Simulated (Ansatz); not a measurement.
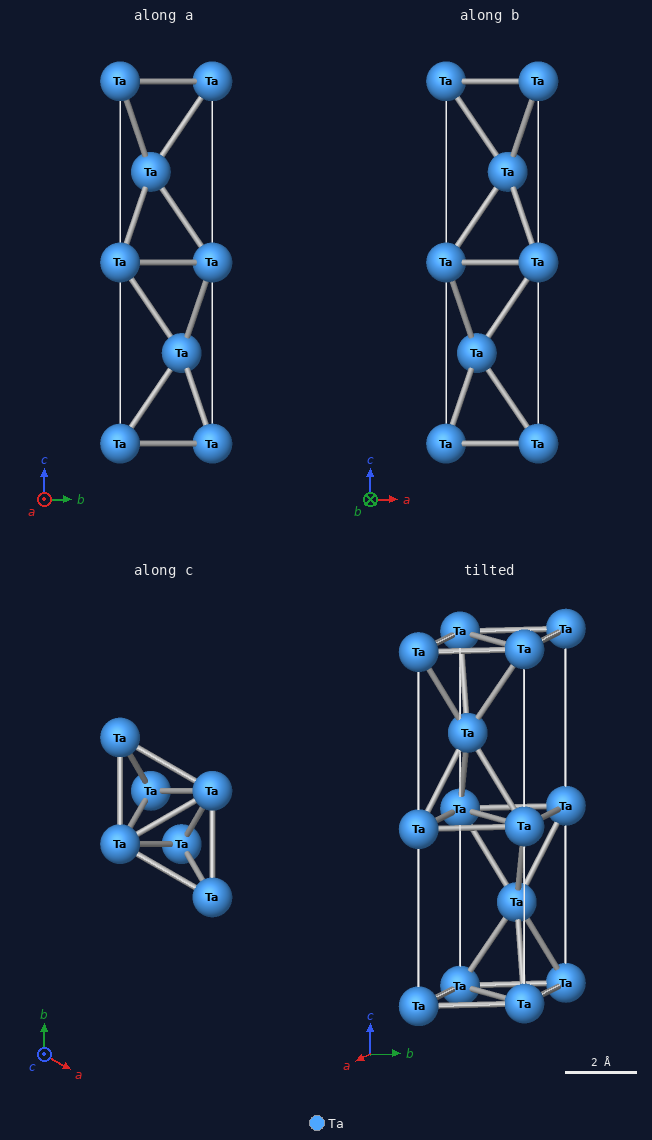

Ball-and-stick drawing of the structure, looking along the a axis, along the b axis, along the c axis and slightly off an axis. The conventional unit cell is drawn as a box.

Lattice parameters: a = 3.009 Å, b = 3.009 Å, c = 10.231 Å, α = 90.00°, β = 90.00°, γ = 120.00°.

**Give the structure in the form of a table of Wyckoff sites.**

Space group P6_3/mmc (No. 194).
| atom | site | x | y | z |
| --- | --- | --- | --- | --- |
| Ta | 2a | 0.0000 | 0.0000 | 0.0000 |
| Ta | 2c | 0.3333 | 0.6667 | 0.2500 |

It goes back to a structure type filled with this element by a generator (whether the element takes this form wasn't checked). Earlier steps of the study may have refined or changed the cell and positions. Ansatz was used for an electronic-structure calculation on it.

At this level of theory the cell isn't at rest (stretched, at -13 GPa), so its distances can differ from those at equilibrium, the more so the softer the solid.
